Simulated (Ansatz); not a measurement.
## Electronic structure of WS3 in real space

Input file:

```
crystal:
  lattice:
    - [4.681009413, 0.0, 0.0]
    - [0.0, 4.681009413, 0.0]
    - [0.0, 0.0, 4.681009413]
  atoms:
    - { symbol: W, position: [0.0, 0.0, 0.0] }
    - { symbol: S, position: [0.0, 0.5, 0.0] }
    - { symbol: S, position: [0.5, 0.0, 0.0] }
    - { symbol: S, position: [0.0, 0.0, 0.5] }
basis:
  ecutwfc: 420
kpoints:
  mp_grid: { grid: [10, 10, 10] }
hamiltonian:
  xc: pbe
scf:
  occupations: { method: gaussian, width: 0.1 }
output:
  forces: true
  stress: true
  eigenvalues: true
  write_density: true
  write_potential: true
  elf: true
  volumetric_format: npy
relax:
  adjacent_minimum: "off"
  f_tol: 0.01
  max_steps: 80
  cell: { stress_tol: 0.05 }
```

Run with:

```sh
ansatz run input.yaml --threads 1 --pin off --max-ram 2048MiB --backend cpu --events-out ev --progress --plain --runs-dir out
```

Below, planes, directions and counts refer to the conventional cell (a = 4.68 Å, b = 4.68 Å, c = 4.68 Å, α = 90.00°, β = 90.00°, γ = 90.00°).

The fields are those of the run's last geometry, not of the input's.

Space group Pm-3m; a structure generated by program, which may or may not match a known phase.

All numbers below come from DFT PBE, scalar-relativistic, plane waves, PAW in Ansatz 0.2.0.

Core electrons are frozen (PAW), and the valence fields are smoothed inside the atomic spheres.

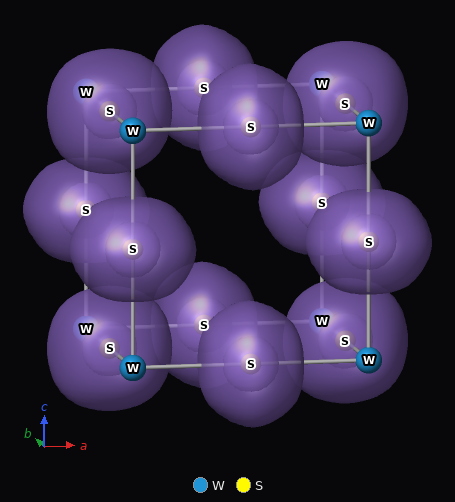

Figure 1. Isosurface of the ELF at 0.7 (purple), seen slightly off an axis. Only the valence region is drawn (cores and ρ < 0.01 e/Å³ removed). Sticks mark near contacts.

Q: Identify the bonds, lone pairs and shells in this picture.

A: At this value the surface marks out three regions wrapped around S (the valence shell of each), counted in one cell of 4 atoms. Regions shared between cells count once.


W–S (2.34 Å): the ELF peaks at about 0.85 in the valence shell of S, 0.8 Å from its nucleus, and is about 0.40 at the midpoint.

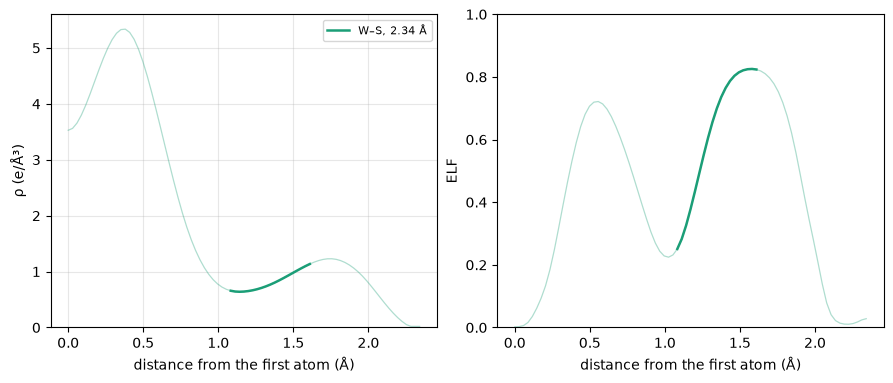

Figure 2. Valence pseudo-density and ELF along straight lines between neighbouring atoms. Thin, pale parts lie inside the atomic spheres.

Q: What can be read from the curves?

A: W–S (2.34 Å): the density is about 0.64 e/Å³ at the midpoint; the ELF peaks at about 0.85 in the valence shell of S, 0.8 Å from its nucleus, and is about 0.40 at the midpoint.

Q: Does the calculation make it a metal, or give it a gap?

A: It is gapless in this calculation (a metal or semimetal); semilocal functionals without U, or without the true magnetic order, often close the gap of such compounds.
